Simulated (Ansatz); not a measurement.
# Run report: Bi2Se3, single-point calculation

- system: Bi2Se3 (slab, 5 atoms in the cell)
- method: DFT PBE+D3(BJ), scalar-relativistic, plane waves, PAW, no spin polarisation (Ansatz 0.2.0)

The structure derives from an entry of the Crystallography Open Database. It belongs to a series of runs on one base structure; here: one layer taken out of the bulk. Figures and captions count atoms from 1; the log counts them from 0 in places.

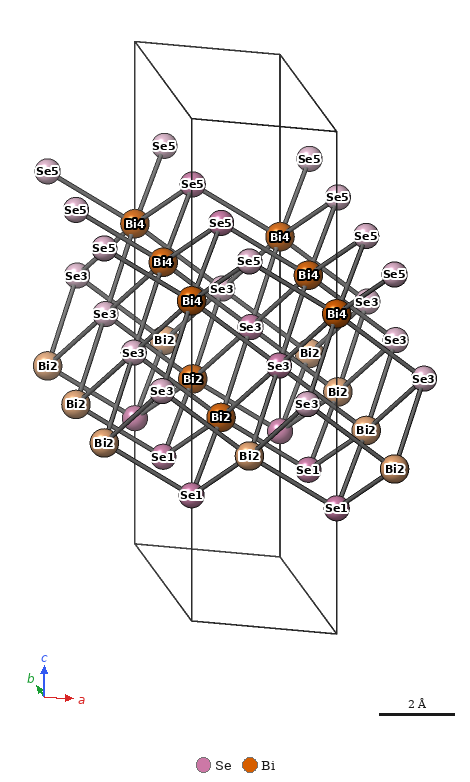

Figure 1. The structure (ball-and-stick view of the 1 × 2 repeat of the cell, with the vacuum cut short, seen slightly off an axis; neighbours outside the cell are drawn fainter; atoms are numbered from 1 in the order of the input). An atom can appear more than once, as a periodic image. Near neighbours in the periodic cell (some may lie outside the picture): Se has 3 Bi at 2.86 Å; Bi has 6 Se at 2.86 to 3.07 Å; Se has 6 Bi at 3.07 Å.

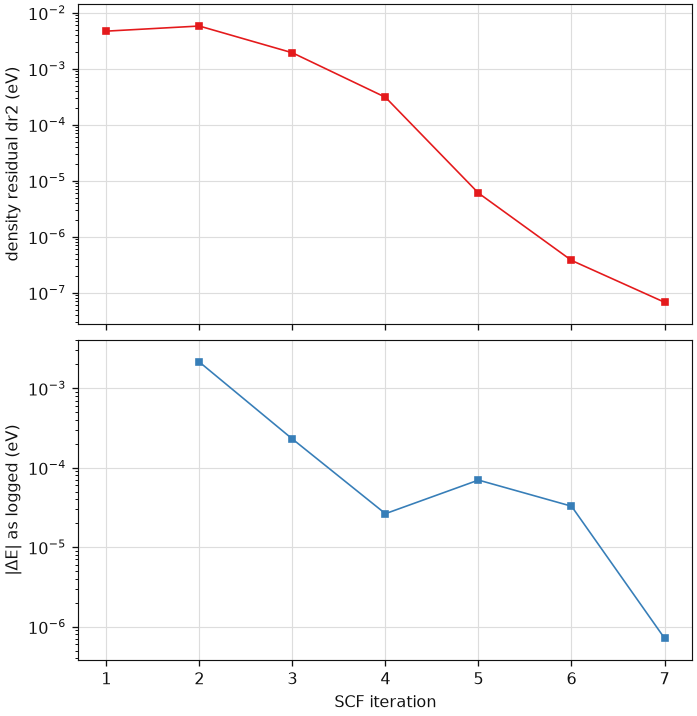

Figure 2. Convergence of the self-consistent field: density residual dr2 and size of the energy change against the SCF iteration. The residual falls almost steadily, with no more than small rises.

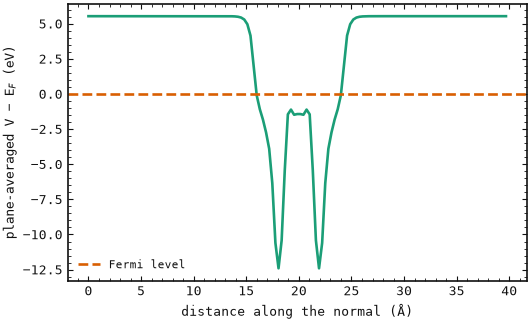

Figure 3. Plane average of the electrostatic potential energy of an electron across the cell, from the Fermi level. The vacuum level lies 5.54 eV above the Fermi level.

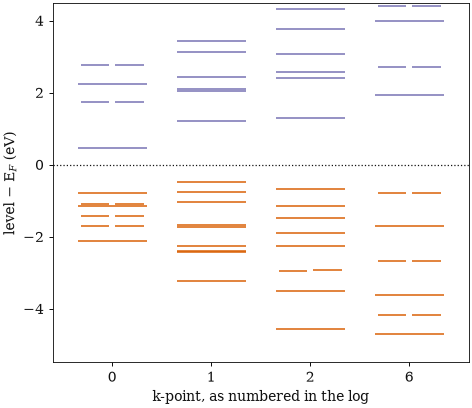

Figure 4. Kohn–Sham levels near the Fermi level (dotted) at the few k-points that the log prints; levels within 0.02 eV of each other stand side by side. Among these points the highest filled and lowest empty levels are 0.97 eV apart, which is the gap on the mesh.

These pictures come from the run below.

Input file
```yaml
crystal:
  lattice:
    - [4.1429474758, 0.0, 0.0]
    - [-2.0714737379, 3.5878977605, 0.0]
    - [0.0, 0.0, 39.9824371303]
  atoms:
    - { symbol: Se, position: [0.0, 0.0, 0.4125713805] }
    - { symbol: Bi, position: [0.3333333333, 0.6666666667, 0.451925487] }
    - { symbol: Se, position: [0.6666666667, 0.3333333333, 0.5] }
    - { symbol: Bi, position: [0.0, 0.0, 0.548074513] }
    - { symbol: Se, position: [0.3333333333, 0.6666666667, 0.5874286195] }
  periodic: [true, true, false]
basis:
  ecutwfc: 420
kpoints:
  mp_grid: { grid: [6, 6, 1] }
hamiltonian:
  xc: pbe
  dispersion: d3bj
scf:
  occupations: { method: gaussian, width: 0.1 }
output:
  forces: true
  stress: true
  eigenvalues: true
```

Launched with:
```bash
ansatz run input.yaml --threads 4 --pin off --max-ram 10240MiB --backend cpu --events-out ev --progress --plain --runs-dir out
```

Output
```
Engine: ansatz 0.2.0, x86_64-unknown-linux-gnu
Pseudopotentials: kind: paw
Pseudopotential: Se, paw, valence charge 16, recommended cutoff 420 eV (normal), Se.paw.azcp
Pseudopotential: Bi, paw, valence charge 15, recommended cutoff 420 eV (normal), Bi.paw.azcp
Functional definition: PBE
  parameter kappa = 0.804
  parameter beta = 0.06672455060314922
  exchange = pbe_x(kappa = kappa, mu = beta*pi^2/3)
  correlation = pbe_c(beta = beta)
Crystal: 5 atoms, lattice volume = 594.318 Å³
Basis set: ecut = 420 eV, 11401 PW (Γ), exchange–correlation on 60×60×540 points (8 copies of the dense FFT grid, shifted against one another)
Bands: 47, of which v1, the nominal top of the filled ones, is band 39 counted from 1 (38 counted from 0)
Symmetry: 12 space group operations
Space group: P-3m1 (ITA 164), of the structure as read, at distance tolerance 8.4e-5 Å
k-points: 7 of 36
Non-local potential: Se, projectors of the file, l = 0: 2, l = 1: 2, l = 2: 3, l = 3: 1
Non-local potential: Bi, projectors of the file, l = 0: 2, l = 1: 2, l = 2: 2, l = 3: 2
PAW form: soft (Blöchl's): semilocal exchange-correlation on the pseudo side does not see the compensation charge
PAW one-centre angular grid: Se, 590 points (default); XC on 64 Gauss nodes
PAW one-centre angular grid: Bi, 590 points (default); XC on 64 Gauss nodes
Initial density: superposition of atomic densities (neutral atoms: chi_scale 0, normalization atom), corrected by the library's trained network
Initial wavefunctions: pseudopotential atomic-orbital guess
Functional: x = pbe(κ = 0.804, μ = 0.2195149727645171), c = pbe(β = 0.06672455060314922)
SCF iter   1: F=—  HF=-41203.842036 eV  |F-HF|=—  |Δ(HF+E_count)|=         —  Δρ=5.92e-4  dr2=4.70e-3  ethr=1.77e-3  ⟨swp⟩=16.1  Hψ=1963  notcnv=0
preconditioner: auto → Resta (q_TF=auto, 1.945 Å⁻¹)  ε∞=1.8  [insulator: Δε(μ)=0.964 eV  Ē_g=9.217 eV  σ=0.100 eV  W_gap=1.00  n_scr=90 (ndim 8)  ℏωp=8.1 eV  f_vac=0.740  D(μ)=0.00/eV (n_scr^D=0)  ε∞_Penn≈1.8  vacuum switching on, ρ_ref=6.2e-3 e/Å³]
SCF iter   2: F=—  HF=-41203.844177 eV  |F-HF|=—  |Δ(HF+E_count)|=   2.14e-3  Δρ=4.36e-4  dr2=5.80e-3  ethr=6.03e-6  ⟨swp⟩=4.4  Hψ=834  notcnv=0  defer=6
SCF iter   3: F=—  HF=-41203.843947 eV  |F-HF|=—  |Δ(HF+E_count)|=   2.30e-4  Δρ=2.20e-4  dr2=1.93e-3  ethr=6.03e-6  ⟨swp⟩=2.0  Hψ=367  notcnv=0  defer=6
SCF iter   4: F=—  HF=-41203.843974 eV  |F-HF|=—  |Δ(HF+E_count)|=   2.64e-5  Δρ=1.08e-4  dr2=3.10e-4  ethr=2.47e-6  ⟨swp⟩=1.7  Hψ=341  notcnv=0  defer=6
SCF iter   5: F=—  HF=-41203.844043 eV  |F-HF|=—  |Δ(HF+E_count)|=   6.99e-5  Δρ=2.79e-5  dr2=6.02e-6  ethr=3.98e-7  ⟨swp⟩=2.3  Hψ=386  notcnv=0  defer=6
SCF iter   6: F=—  HF=-41203.844076 eV  |F-HF|=—  |Δ(HF+E_count)|=   3.28e-5  Δρ=8.43e-6  dr2=3.78e-7  ethr=7.72e-9  ⟨swp⟩=3.0  Hψ=594  notcnv=0  defer=6
SCF iter   7: F=-41203.844077 eV  HF=-41203.844077 eV  |F-HF|=3.02e-8  |Δ(HF+E_count)|=   7.15e-7  Δρ=2.43e-6  dr2=6.76e-8  ethr=1.28e-10  ⟨swp⟩=19.6  Hψ=2171  notcnv=0
SCF 1 converged in 7 iterations: F = -41203.844077 eV  dr2 = 6.76e-8
  greatest PAW one-centre occupation: 1.000 electrons in one spin orbital (limit 2), on the Se atom at site 4 (counted from 0), in its partial waves of l = 2
SCF converged after 7 iterations
Free energy (F): -41203.844077 eV
Harris-Foulkes:  -41203.844077 eV  (|F-HF|=3.02e-8)
Internal energy: -41203.844077 eV  (E = F + TS)
E sigma→0 (E₀):  -41203.844077 eV
Fermi energy:    -5.537717 eV
--- Per-component energies (eV) ---
  E_band       = -2462.730237
  E_kinetic    = 956.704134
  E_local      = -270603.274191  (includes V_loc(G=0)·N_el)
  E_nonlocal   = -663.337322
  E_hartree    = 134172.841151
  E_xc         = -616.265612
  E_vxc        = -583.816918  (∫ρ·V_xc dr)
  E_paw        = -27059.149272  (= ΣΔE_a)
  E_vpaw       = 85.294970  (= ΣTr[D̂ρ^β])
  E_aug_tail   = -0.002634  (compensation charges beyond the density's cutoff)
  E_ewald      = 122610.225765
  E_disp       = -1.586096  (pairwise vdW)
  E_smearing   = -0.000000  (= −TS)
  E_closure    = -0.000000  (closes the sum)
  Σ components = -41203.844077   (vs F -41203.844077, Δ=0.00e0)
--- Forces (eV/Å), atoms counted from 1 ---
  atom   1  Se    -0.00000000    -0.00000000     0.00024655
  atom   2  Bi     0.00000000     0.00000000    -0.02441131
  atom   3  Se     0.00000000     0.00000000     0.00000000
  atom   4  Bi     0.00000000    -0.00000000     0.02441131
  atom   5  Se     0.00000000     0.00000000    -0.00024655
  max |Σ_I F_I| component: 4.55e-18 eV/Å
--- 2D stress c σ (N/m, compression-positive) ---
       -0.398875       0.000000       0.000000
        0.000000      -0.398875       0.000000
        0.000000       0.000000       0.000000
  P = ½ c Tr σ = -0.3989 N/m
--- Band table (eV; the first three rows and the last of 7) ---
  k-point 0: bands = ["-52.6521", "-52.6521", "-52.6521", "-52.6521", "-52.6500", "-52.6422", "-52.6422", "-52.6422", "-52.6422", "-52.6417", "-52.6417", "-52.6377", "-52.6377", "-52.6108", "-52.6108", "-28.5217", "-28.5217", "-28.5199", "-28.5199", "-28.5110", "-28.5086", "-28.5004", "-28.5004", "-28.4976", "-28.4976", "-19.6776", "-19.1133", "-18.0225", "-15.1048", "-13.9228", "-7.6564", "-7.2477", "-7.2477", "-6.9684", "-6.9684", "-6.6827", "-6.6177", "-6.6177", "-6.3374", "-5.0638", "-3.8032", "-3.8032", "-3.2986", "-2.7803", "-2.7803", "-0.4738", "-0.4529"]
  k-point 1: bands = ["-52.6521", "-52.6521", "-52.6521", "-52.6521", "-52.6500", "-52.6422", "-52.6422", "-52.6422", "-52.6422", "-52.6417", "-52.6417", "-52.6377", "-52.6377", "-52.6108", "-52.6108", "-28.5253", "-28.5228", "-28.5155", "-28.5137", "-28.5077", "-28.5053", "-28.5034", "-28.5013", "-28.5006", "-28.4976", "-19.4320", "-18.8872", "-17.9042", "-15.1874", "-14.2987", "-8.7555", "-7.9771", "-7.9394", "-7.8035", "-7.2785", "-7.2173", "-6.5638", "-6.3037", "-6.0298", "-4.3225", "-3.5018", "-3.4431", "-3.1187", "-2.4113", "-2.1051", "-0.2677", "-0.1304"]
  k-point 2: bands = ["-52.6521", "-52.6521", "-52.6520", "-52.6520", "-52.6500", "-52.6422", "-52.6422", "-52.6422", "-52.6422", "-52.6417", "-52.6417", "-52.6377", "-52.6377", "-52.6108", "-52.6107", "-28.5347", "-28.5305", "-28.5125", "-28.5078", "-28.5077", "-28.5045", "-28.4974", "-28.4972", "-28.4953", "-28.4943", "-18.7515", "-18.2996", "-17.6990", "-15.6156", "-15.1586", "-10.1113", "-9.0418", "-8.4870", "-8.4741", "-7.8034", "-7.4454", "-7.0168", "-6.6826", "-6.2146", "-4.2486", "-3.1414", "-2.9559", "-2.4560", "-1.7678", "-1.2230", "-1.0254", "0.5899"]
  k-point 6: bands = ["-52.6520", "-52.6520", "-52.6520", "-52.6520", "-52.6499", "-52.6422", "-52.6422", "-52.6422", "-52.6422", "-52.6417", "-52.6417", "-52.6376", "-52.6376", "-52.6107", "-52.6107", "-28.5244", "-28.5244", "-28.5208", "-28.5108", "-28.5023", "-28.5023", "-28.5023", "-28.5006", "-28.4929", "-28.4929", "-17.7555", "-17.5997", "-17.5997", "-16.2138", "-16.2138", "-10.2266", "-9.7001", "-9.7001", "-9.1550", "-8.2049", "-8.2049", "-7.2493", "-6.3362", "-6.3362", "-3.5981", "-2.8390", "-2.8390", "-1.5431", "-1.1438", "-1.1438", "1.3388", "1.3388"]
```

Key numbers

| quantity | value |
| --- | --- |
| outcome | converged |
| electrons treated | 78 |
| free energy | −41203.8441 eV |
| work function, top face | 5.54 eV |
| work function, bottom face | 5.54 eV |
| Fermi energy | −5.538 eV |
| gap on the k-point mesh | 0.97 eV |
| work function (upper face) | 5.54 eV |
| largest force (length of the vector) | 0.024 eV/Å |
| hardware | 4 threads of AMD EPYC (Zen 3), 32 GiB of memory available, shared host |
| wall time | 3.6 s (CPU time 13 s) |
| peak memory | 1.2 GiB |

Spin–orbit coupling is left out, which matters for Bi.
